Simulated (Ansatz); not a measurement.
MgS

The calculation's input:

```
crystal:
  lattice:
    - [2.6427930803, 2.6427930803, 0.0]
    - [-2.5780187401, 2.5780187401, 0.0]
    - [0.0, 0.0, 5.1560374802]
  atoms:
    - { symbol: Mg, position: [0.0, 0.0, 0.0] }
    - { symbol: Mg, position: [0.5, 0.5, 0.5] }
    - { symbol: S, position: [0.5, 0.5, 0.0] }
    - { symbol: S, position: [0.0, 0.0, 0.5] }
basis:
  ecutwfc: 420
kpoints:
  mp_grid: { grid: [6, 6, 6] }
hamiltonian:
  xc: pbesol
scf:
  occupations: { method: gaussian, width: 0.02 }
output:
  forces: true
  stress: true
  eigenvalues: true
  write_density: true
  write_potential: true
  elf: true
  volumetric_format: npy
relax:
  adjacent_minimum: "off"
  f_tol: 0.008
  max_steps: 40
  cell: { stress_tol: 0.015, fix: [a, angles] }
```

Command:

```sh
ansatz run input.yaml --threads 1 --pin off --max-ram 1331MiB --backend cpu --events-out ev --progress --plain --runs-dir out
```

Below, planes, directions and counts refer to the conventional cell (a = 3.65 Å, b = 3.74 Å, c = 5.16 Å, α = 90.00°, β = 90.00°, γ = 90.00°).

The fields are those of the relaxed geometry.

Space group Immm; a structure from a database of computed crystals, not necessarily the ambient phase; changed on purpose from its base cell (uniaxial strain along a, b, c and atoms relaxed: +2.0 %).

These are results of DFT PBEsol, scalar-relativistic, plane waves, PAW in Ansatz, not measurements.

Core electrons are frozen (PAW), and the valence fields are smoothed inside the atomic spheres.

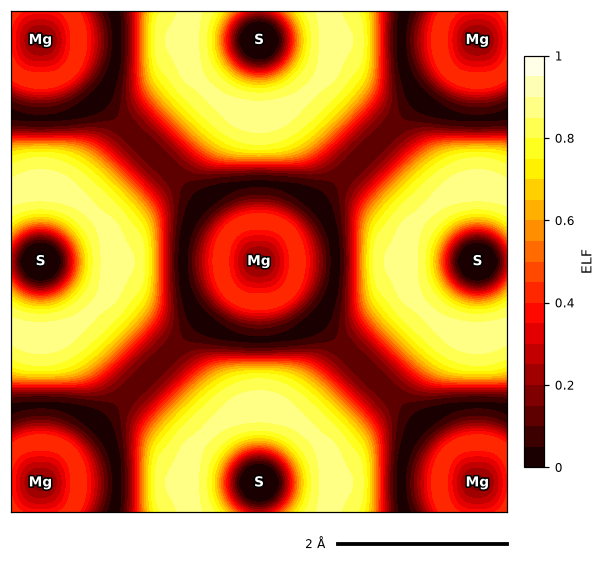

Figure 1. Electron localisation function on the (110) plane of the conventional cell.

**Read the bonding off the picture.**

The section cuts through Mg and S sites.
Mg–S (2.58 Å): the ELF peaks at about 0.90 in the valence shell of S, 0.9 Å from its nucleus, and falls to about 0 next to Mg (an ionic contact with no shared pair).

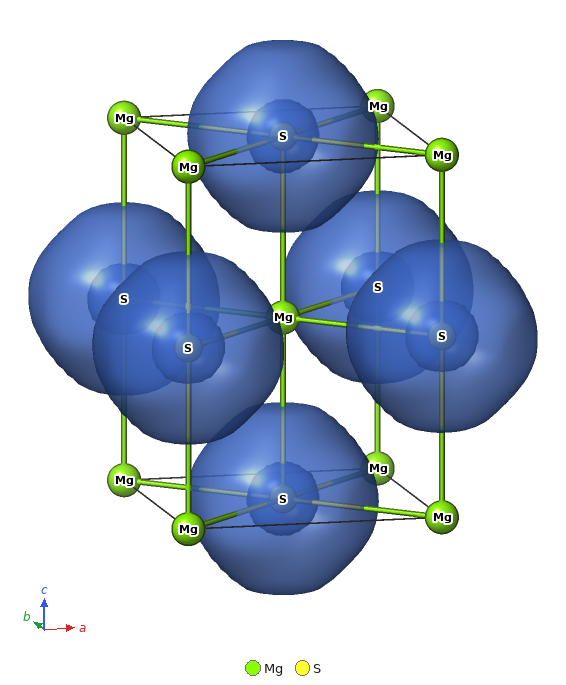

Figure 2. Isosurface of the electron localisation function at 0.65 (blue), seen slightly off an axis. Only the valence region is drawn (cores and ρ < 0.01 e/Å³ removed). Sticks mark near contacts.

**Identify the bonds, lone pairs and shells in this picture.**

The surface consists of two regions wrapped around S (the valence shell of each), counted in one cell of 4 atoms. Regions shared between cells count once.

**Does the calculation give a band gap?**

It is gapped, with a Kohn–Sham gap of 2.5 eV on the k-point mesh (the band edges may lie off the mesh, which would make the gap smaller).
